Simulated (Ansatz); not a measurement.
```
Ti O
1.0
     3.01066    0.00000    0.00000
    -1.50533    2.60731    0.00000
     0.00000    0.00000    3.21597
Ti O
1 1
Direct
  0.66667 0.33333 0.00000
  0.00000 0.00000 0.50000
```

Space group P-6m2; computed pressure about −40 GPa in this cell.

Theory: Kohn-Sham DFT of a periodic cell, PBEsol, Ansatz PAW in Ansatz.

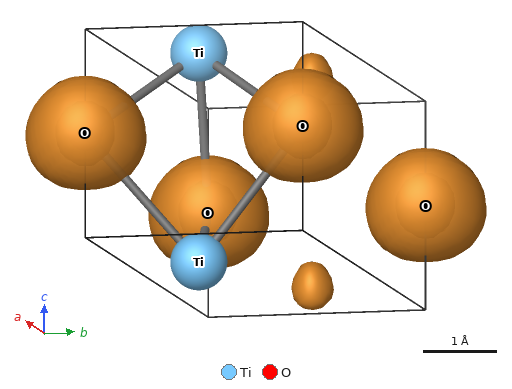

TiO. Isosurface of the ELF at 0.75 (orange), seen at an oblique angle. Core shells and regions of very low density are left out. Sticks mark near contacts.

Core electrons are frozen (PAW), and the valence fields are smoothed inside the atomic spheres.

What do the ELF domains correspond to?

Answer. The ELF exceeds this value in one region wrapped around O (its valence shell) and one pocket between the atoms, centred on no nucleus (multi-centre or interstitial), counted in one cell of 2 atoms. Any copies at cell faces, edges or corners count once. Profiles from the grid: Ti–O (2.37 Å): the ELF peaks at about 0.85 in the valence shell of O, 0.6 Å from its nucleus, and is about 0.10 at the midpoint (no localised pair shows between them).

Does the calculation give a band gap?

Answer. It is metallic or semimetallic at this level of theory: no gap opens; semilocal functionals without U, or without the true magnetic order, often close the gap of such compounds.
